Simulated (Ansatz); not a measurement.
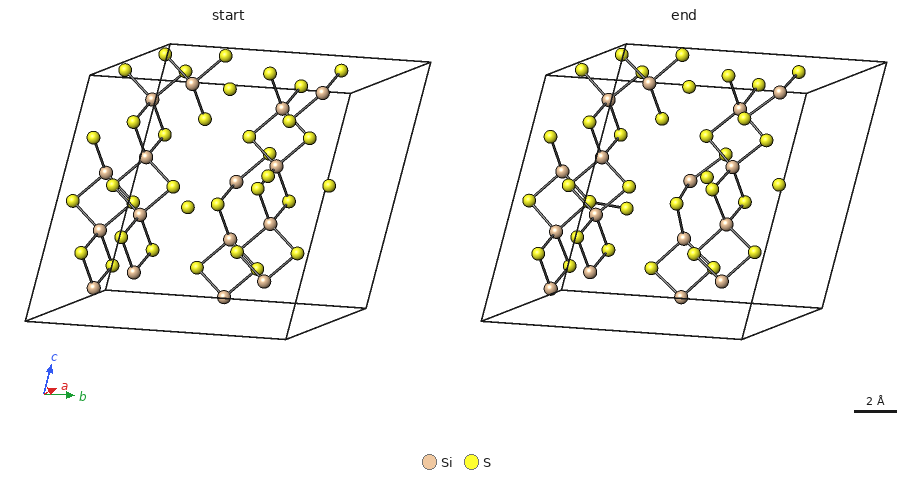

The structure of a defect cell of composition Si₁₆S₃₃ before (left) and after (right) a relaxation, at one scale.

Style: ball-and-stick. Shown: the cell of the calculation, reduced to other axes (origin shifted), from a free direction. Lengths and directions refer to the drawn axes.

Case: S interstitial, charge +0, atoms relaxed at the host's cell.

Theory: Ansatz, DFT PBE, scalar-relativistic, plane waves, PAW. Settings: plane-wave cutoff 420 eV; k-point mesh 2 × 2 × 2; occupations gaussian; smearing width 0.01 eV; no spin polarisation; atoms relaxed in a fixed cell; force threshold 0.025 eV/Å; at most 45 steps.

> Describe what moved and what it gained.

The run was cut off at its time limit before the relaxation converged, so the last structure is only a point on the way. The energy falls by 1.684 eV per cell of the calculation in 6 geometry steps. Largest force component: 1.1 eV/Å at the start, 0.35 eV/Å at the end. The atom that moves furthest is an S atom (0.90 Å roughly along [2 −3 −1]). By element the largest moves are S 0.90 Å, Si 0.22 Å. The cell stays as it was. Among the contacts that change: S–S 2.825 → 1.984 Å, S–Si 3.020 → 3.557 Å, S–S 2.860 → 3.344 Å, S–Si 2.149 → 2.248 Å. New bonds form: S–S (2.82 → 1.98 Å). Among the angles between lasting bonds that change: S–Si–S 115.1° → 121.4°, Si–S–Si 81.2° → 85.9°, S–Si–S 114.9° → 110.9°. The run took 9.5 min on 4 threads of Arm Neoverse V1, with other jobs on the host, peak memory 4.3 GiB.
